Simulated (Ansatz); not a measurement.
System: Na6HF5.

The calculation's input:

```
crystal:
  lattice:
    - [3.3385010475, 0.0, 0.0]
    - [-1.6692505238, 2.8912267177, 0.0]
    - [0.0, 0.0, 16.3552481445]
  atoms:
    - { symbol: Na, position: [0.0, 0.0, 0.0] }
    - { symbol: F, position: [0.0, 1.0, 0.25] }
    - { symbol: Na, position: [0.3333333333, 0.6666666667, 0.1666666667] }
    - { symbol: F, position: [0.6666666667, 0.3333333333, 0.0833333333] }
    - { symbol: Na, position: [0.6666666667, 0.3333333333, 0.3333333333] }
    - { symbol: F, position: [0.3333333333, 0.6666666667, 0.4166666667] }
    - { symbol: Na, position: [0.0, 1.0, 0.5] }
    - { symbol: F, position: [0.0, 1.0, 0.75] }
    - { symbol: Na, position: [0.3333333333, 0.6666666667, 0.6666666667] }
    - { symbol: F, position: [0.6666666667, 0.3333333333, 0.5833333333] }
    - { symbol: Na, position: [0.6666666667, 0.3333333333, 0.8333333333] }
    - { symbol: H, position: [0.3333333333, 0.6666666667, 0.9166666667] }
basis:
  ecutwfc: 420
kpoints:
  mp_grid: { grid: [9, 9, 2] }
hamiltonian:
  xc: pbe
scf:
  occupations: { method: gaussian, width: 0.02 }
output:
  forces: true
  stress: true
  eigenvalues: true
  populations: true
  write_density: true
  write_potential: true
  elf: true
  volumetric_format: npy
relax:
  adjacent_minimum: "off"
  f_tol: 0.01
  max_steps: 45
  cell: { stress_tol: 0.05 }
```

Run with:

```sh
ansatz run input.yaml --threads 2 --pin off --max-ram 5120MiB --backend cpu --events-out ev --progress --plain --runs-dir out
```

Below, planes, directions and counts refer to the conventional cell (a = 3.34 Å, b = 3.34 Å, c = 16.35 Å, α = 90.00°, β = 90.00°, γ = 120.00°).

The fields are those of the relaxed geometry.

Space group P-3m1.

Level of theory: DFT PBE, scalar-relativistic, plane waves, PAW in Ansatz 0.2.0.

Q: What can the converged valence pseudo-density and electron localisation function tell about the bonding?

A: Na–F (2.35 Å): the density is about 0.14 e/Å³ at the midpoint; the ELF is about 0.05 at the midpoint (a largely ionic contact).
Na–H (2.38 Å): the density is about 0.08 e/Å³ at the midpoint; the ELF climbs to about 1 towards the hydrogen.

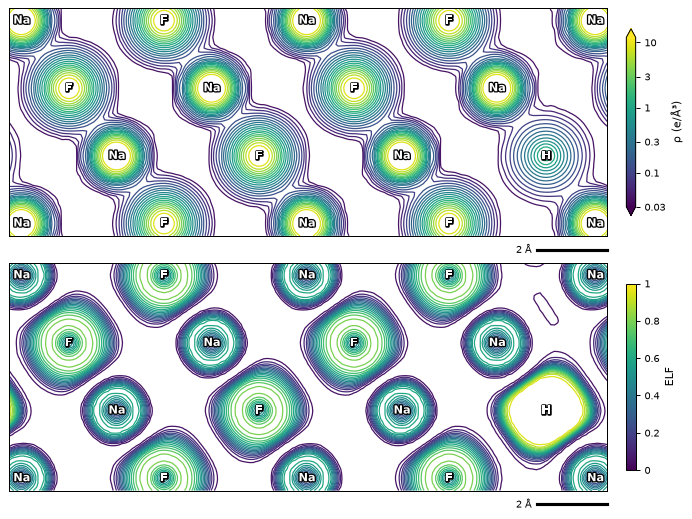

Computed valence pseudo-density and electron localisation function on the (110) plane of the conventional cell, in this order. 

Core electrons are frozen (PAW), and the valence fields are smoothed inside the atomic spheres.
